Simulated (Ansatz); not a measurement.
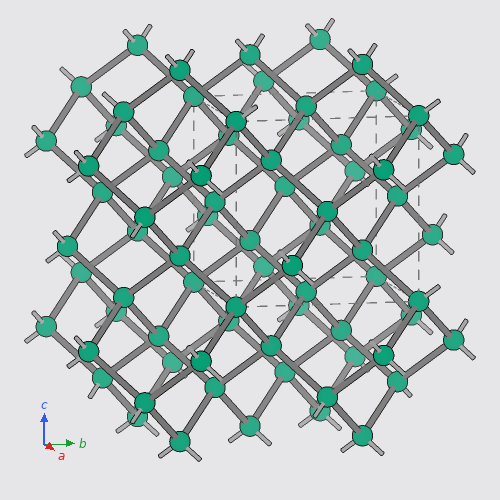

A cut-out of a periodic net derived from a crystal structure. Nodes are coloured by topological kind. Edges to nodes outside the piece are drawn as stubs.

Question: Classify the net: periodicity, connectivity, name.

Answer: A uninodal 4-connected, three-periodic net. It is the dia net, known from diamond, zinc blende and cristobalite.

Question: Give point symbol and coordination sequence.

Answer: 6^6, sequence 4, 12, 24, 42, 64, 92.

The net was derived as follows. GaSb (space group F-43m, No. 216): coordinates from a relaxation with Ansatz 0.2.0, DFT PBEsol, scalar-relativistic, plane waves, PAW. Bonds are taken as Ga–Sb below 3 Å. Simplification: prune 0- and 1-connected atoms, fold 2-connected ones into links. Ga and Sb are 4-connected nodes.
